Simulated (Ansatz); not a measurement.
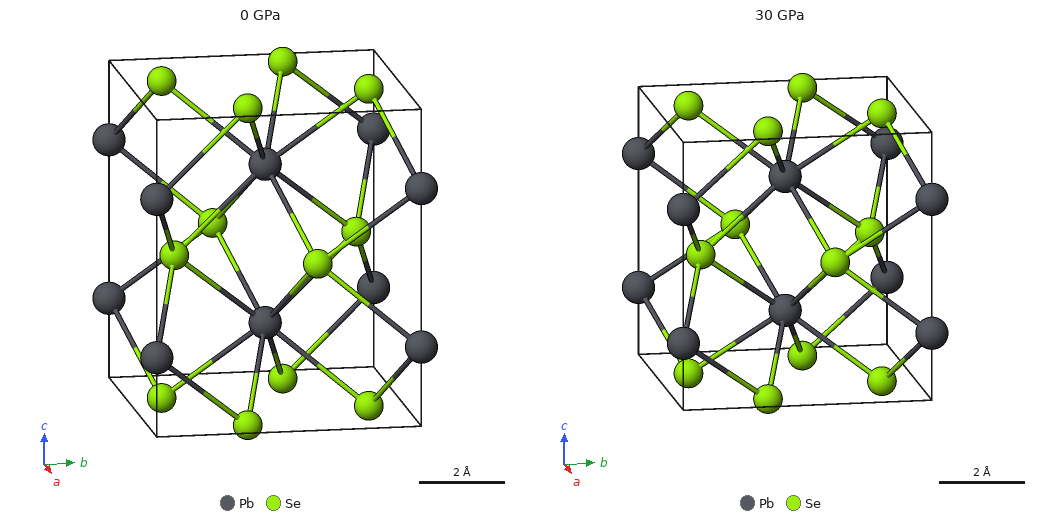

PbSe₂, space group I4/mcm (No. 140), relaxed (cell and atoms) under a series of hydrostatic pressures; the conventional cell is drawn at the lowest and the highest, to one scale (sticks follow a distance rule). The start was a structure listed in the Materials Project. It needn't be the stable form of this composition.

Alike in all runs: Ansatz 0.2.0; functional PBEsol; potentials Ansatz PAW; cutoff 420 eV; k mesh 6 × 6 × 6 on the run's cell of 6 atoms; occupations fermi-dirac, width 0.05 eV; no spin polarisation; no spin-orbit coupling.

```tsv
pressure (GPa)	volume (Å³/atom)	a (Å)	c (Å)
0.0	26.175	6.380	7.717
2.0	25.286	6.321	7.593
5.0	24.220	6.252	7.436
10.0	?	?	?
20.0	20.860	6.068	6.798
30.0	19.503	5.991	6.520
```

What equation of state do the given rows imply, and what volume does it predict for the missing row?

The fit gives V0 = 26.17 Å³/atom, B0 = 54 GPa and B0′ = 4.3, which puts the volume at 10.0 GPa at 22.82 Å³/atom. The run gave volume 22.821 Å³/atom; a 6.172 Å; c 7.190 Å.

Which axis yields most up to 30 GPa?

The c axis: a −6.1 %, c −15.5 %, against −25.5 % in volume.

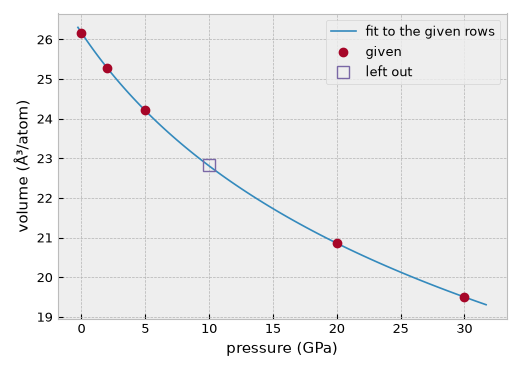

Volume against pressure, with the fit. The structure was kept in its own symmetry, so a change to another phase within this range wouldn't be seen.

Caveat: the plane-wave basis is chosen anew once the cell has moved, so the energies of steps on either side of that aren't comparable; spin-orbit coupling is left out, which matters for Pb, in volumes and forces too.
